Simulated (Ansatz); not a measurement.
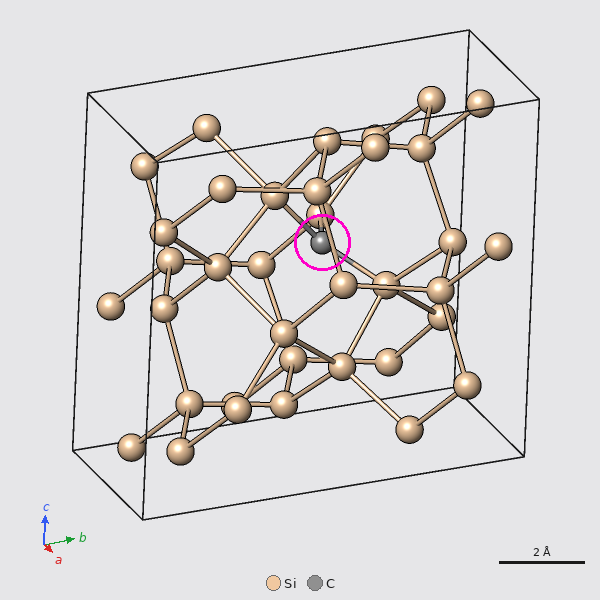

Ball-and-stick representation of a periodic structure, projected slightly off an axis. The wireframe shows the supercell. The host is Si, in a cell of 36 sites, and the cell is neutral. A ring marks the defect's site.

Q: Describe the defect.

A: An interstitial carbon atom. It is bonded to three Si at about 1.8 Å.

The atoms were relaxed in the host's cell with Ansatz, DFT PBE, scalar-relativistic, plane waves, PAW.
